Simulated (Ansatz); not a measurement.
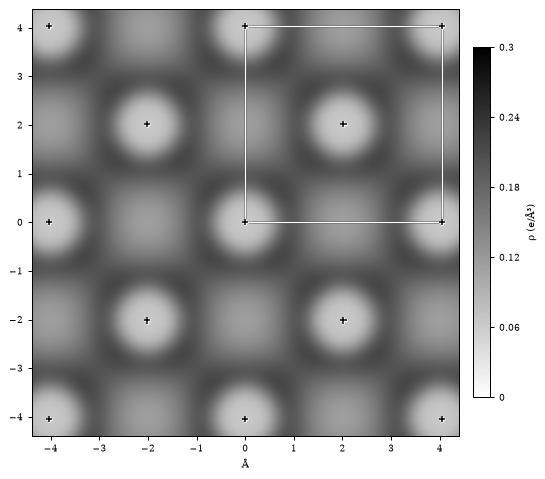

The valence charge density (pseudo) on a plane through atoms (crosses mark nuclei in the plane).

Method: Ansatz 0.2.0, DFT PBE, scalar-relativistic, plane waves, PAW.

Candidates:
A. Au, a = 4.16 Å, b = 4.16 Å, c = 4.16 Å, α = 90.00°, β = 90.00°, γ = 90.00°. Space group Fm-3m; a structure from a database of computed crystals, not necessarily the ambient phase; computed without spin polarisation.
B. Al, a = 4.04 Å, b = 4.04 Å, c = 4.04 Å, α = 90.00°, β = 90.00°, γ = 90.00°. Space group Fm-3m; computed without spin polarisation.

**Which system is this?**

Candidate B: Al on the (010) plane of the conventional cell, which holds Al. Al–Al (2.86 Å): ρ is about 0.2 e/Å³ halfway.
